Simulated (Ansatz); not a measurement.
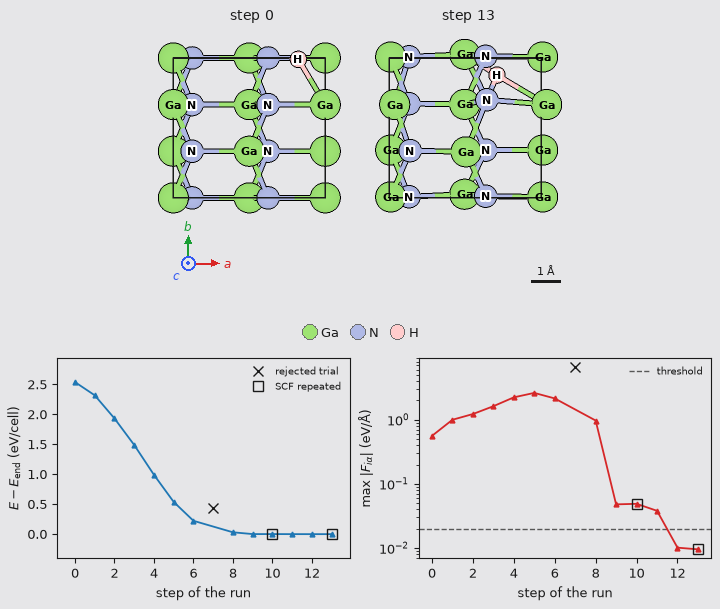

First and last geometry of a relaxation of a defect cell of composition Ga6HN6 (cell charge +1), with the history of the run. Style: ball-and-stick. Shown: the cell of the calculation, along the c axis.

Case: H interstitial, charge +1, atoms relaxed. The atoms of the start lie slightly off their symmetric places, so part of the fall in energy undoes that.

Level of theory: DFT PBE, scalar-relativistic, plane waves, PAW in Ansatz. (plane-wave cutoff 420 eV; k-point mesh 3 × 3 × 3; occupations gaussian; smearing width 0.02 eV; no spin polarisation; atoms relaxed in a fixed cell; force threshold 0.02 eV/Å; at most 60 steps)

### Read the history and describe the run.

It converged. The largest move is that of the H atom, 0.86 Å along [−1 −1 0]. By element the largest moves are H 0.86 Å, N 0.21 Å, Ga 0.19 Å. The cell doesn't change. Some distances before and after: H–N 2.072 → 1.043 Å, Ga–H 2.089 → 2.798 Å, Ga–H 2.471 → 2.061 Å, Ga–N 1.967 → 2.195 Å. New bonds form, among them: H–N (2.07 → 1.04 Å). Among the angles between lasting bonds that change: N–Ga–N 109.8° → 100.0°, N–Ga–N 109.2° → 101.9°, Ga–N–Ga 109.2° → 103.8°. Over 10 accepted moves (13 points after the start) the energy falls by 2.540 eV per cell of the calculation. Largest force component: 0.56 eV/Å at the start, 0.0095 eV/Å at the end. The line search rejected the trial step at point 7 of the run. 2 steps only repeated the SCF at the same geometry. Cost: 86 s on 4 threads of Arm Neoverse V1, with other jobs on the host, peak memory 0.57 GiB.

Limits of the set-up: the periodic images lie only 5.2 Å apart, so the values are limited by the cell's size; the cell is charged, on a uniform background, and energies carry no finite-size correction.
